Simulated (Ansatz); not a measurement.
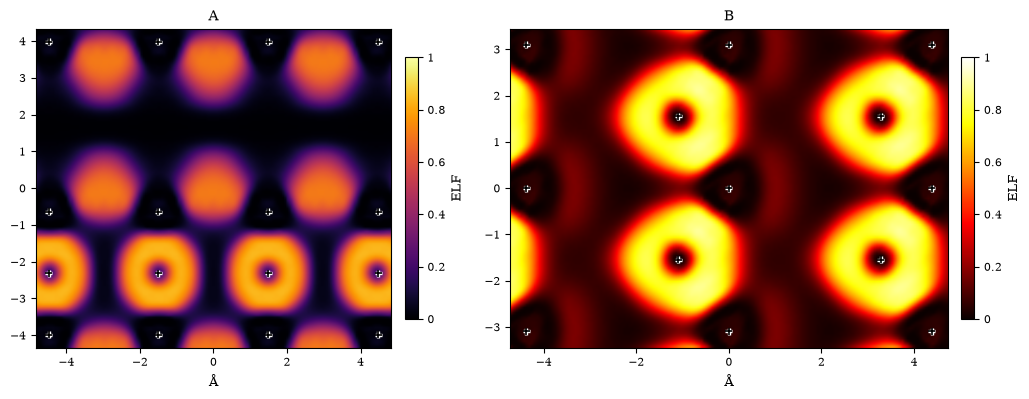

The electron localisation function of 2 systems, each on a plane through atoms (crosses mark nuclei in the plane).

Method: DFT PBEsol, scalar-relativistic, plane waves, PAW (Ansatz 0.2.0).

System 1: Al₂O₃, the (100) plane of the conventional cell. Space group P-3m1; a structure from a database of computed crystals, not necessarily the ambient phase.

System 2: AlN, the (110) plane of the conventional cell. Space group F-43m; a structure from a database of computed crystals, not necessarily the ambient phase.

### Which map belongs to which system?

Panel A is system 1, Al₂O₃: the plane holds Al and O. Al–O (1.67 Å): the ELF peaks at about 0.85 in the valence shell of O, 0.6 Å from its nucleus, and is about 0.80 at the midpoint. Panel B is system 2, AlN: the plane holds Al and N. Al–N (1.90 Å): the ELF peaks at about 0.90 between the atoms; a polar covalent bond.
